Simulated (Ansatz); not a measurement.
**HPt$_{3}$ (slab): density, localisation and related maps**

Input file:

```
crystal:
  lattice:
    - [2.8071640675, 0.0, 0.0]
    - [-1.4035820338, 2.4310753951, 0.0]
    - [0.0, 0.0, 20.1192652917]
  atoms:
    - { symbol: Pt, position: [0.6666666667, 0.3333333333, 0.198814417] }
    - { symbol: Pt, position: [0.3333333333, 0.6666666667, 0.3136149989] }
    - { symbol: Pt, position: [0.0, 0.0, 0.428408551] }
    - { symbol: H, position: [0.6666666667, 0.6666666667, 0.5269043785] }
basis:
  ecutwfc: 420
kpoints:
  mp_grid: { grid: [12, 12, 1] }
hamiltonian:
  xc: pbe
  pseudopotentials: { kind: paw, azcp: { folder: soft_1 } }
scf:
  occupations: { method: gaussian, width: 0.1 }
output:
  forces: true
  eigenvalues: true
  write_density: true
  write_potential: true
  elf: true
  volumetric_format: npy
relax:
  adjacent_minimum: "off"
  f_tol: 0.025
  max_steps: 30
  constraints: [{ sites: [0, 1] }, { sites: [3], fix: xy }]
efield:
  axis: 3
  dipole_correction: true
  ramp_width: 0.04
```

Command:

```sh
ansatz run input.yaml --threads 1 --pin off --max-ram 3072MiB --backend cpu --events-out ev --progress --plain --runs-dir out
```

The fields are those of the run's last geometry, not of the input's.

A point of a scan over the structure, not its minimum; computed without spin polarisation; PAW files of the earlier set (soft_1).

These are results of DFT PBE, scalar-relativistic, plane waves, PAW (Ansatz), not measurements.

The density is the valence pseudo-density of a PAW calculation; it isn't the true density close to the nuclei.

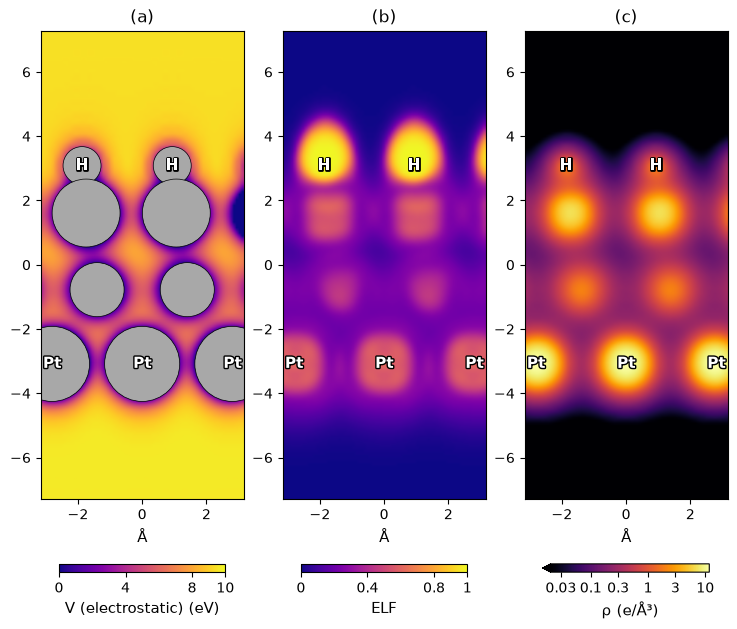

Figure 1. (a) electrostatic potential (local pseudopotential plus Hartree) felt by an electron; (b) electron localisation function; (c) valence electron density on the (100) plane of the calculation cell, a cut from vacuum to vacuum. Grey discs cover the atomic cores in the potential map.

Q: Interpret the plot.

A:
- Atoms in the plane: Pt and H.
- Atoms just off the plane (Pt, 0.5 Å away) can leave unmarked features too.
- Pt–Pt (2.81 Å): ρ is about 0.35 e/Å³ halfway; the ELF is about 0.30 at the midpoint (no localised pair shows between them).
- The density dies away to nearly zero in the vacuum.
- The features right at Pt lie inside the PAW spheres, where the map follows smoothed inner orbitals and isn't to be read closely.
- Outside the cores the potential energy rises away from the atoms and is highest in the vacuum; its zero is arbitrary.

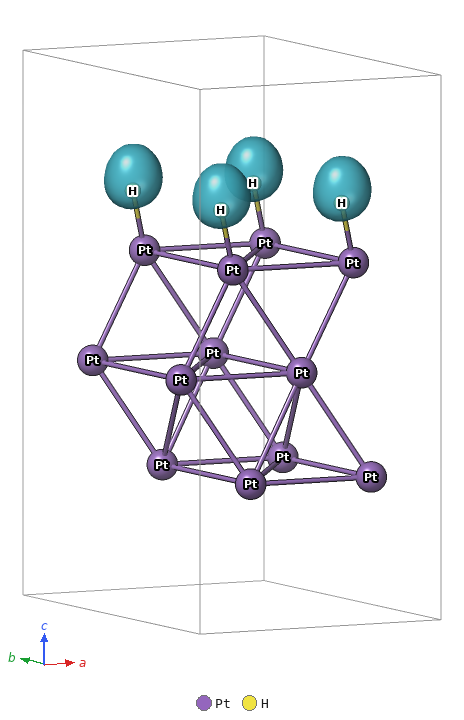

Figure 2. Isosurface of the electron localisation function at 0.85 (cyan), seen at an oblique angle. Core shells and regions of very low density are left out. Sticks mark near contacts.

Q: Where are the electrons localised?

A: The surface consists of one region around a hydrogen nucleus, counted in one cell of 4 atoms. Counts are for one cell; the picture repeats the cell along the surface.


Pt–H (1.56 Å): the ELF climbs to about 1 towards the hydrogen. Pt–Pt (2.74 Å): the ELF is about 0.30 at the midpoint; no shared electron pair shows on this line.

Q: Does the calculation make it a metal, or give it a gap?

A: It is gapless in this calculation (a metal or semimetal).
